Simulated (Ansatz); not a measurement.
**SnSe2: density, localisation and related maps**

```
Sn Se
1.0
     1.90550   -3.30042    0.00000
     1.90550    3.30042    0.00000
     0.00000    0.00000    6.13700
Sn Se
1 2
Direct
  0.00000 0.00000 0.00000
  0.64314 0.24553 0.29888
  0.33333 0.66667 0.75000
```

Space group P1; changed on purpose from its base cell (atom 2 (Se) moved by (-0.300, +0.300) A along [1 1 0] and z); not relaxed (largest force 1.6 eV/Å).

All numbers below come from DFT PBE, scalar-relativistic, plane waves, PAW in Ansatz 0.2.0.

In a PAW calculation such maps are meaningful between the atoms, not at the nuclei.

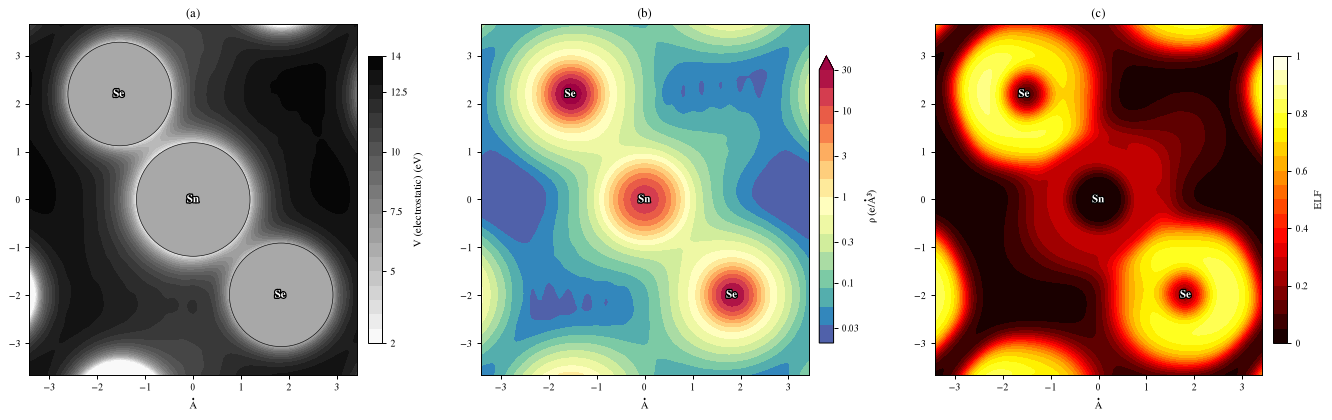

Figure 1. (a) electrostatic potential energy of an electron; (b) valence electron density; (c) ELF on the (110) plane of the conventional cell. Grey discs cover the atomic cores in the potential map.

**Read the bonding off the picture.**

The section cuts through Sn and Se sites.
Sn–Se (2.68 Å): the density is about 0.41 e/Å³ at the midpoint; the ELF is about 0.60 at the midpoint.
Between the atoms the lowest density in this plane is 0.01 e/Å³.
The ELF also peaks beside Se, away from the bonds: lone-pair regions.
Outside the cores the potential energy rises away from the atoms and is highest about 2.1 Å from the nearest atoms; its zero is arbitrary.

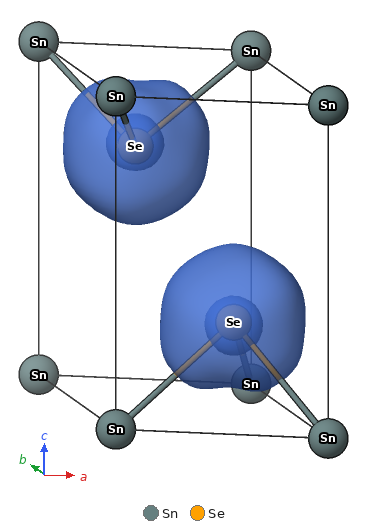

Figure 2. Isosurface of the electron localisation function at 0.6 (blue), seen slightly off an axis. Core shells and regions of very low density are left out. Sticks mark near contacts.

**Identify the bonds, lone pairs and shells in this picture.**

At this value the surface marks out one region on Se in which the atom's valence shell and bonds are merged and one region wrapped around Se (its valence shell), counted in one cell of 3 atoms. Regions shared between cells count once.


 Sn–Se (2.82 Å): the ELF is about 0.60 at the midpoint.

**Does the calculation make it a metal, or give it a gap?**

It is gapless in this calculation (a metal or semimetal).
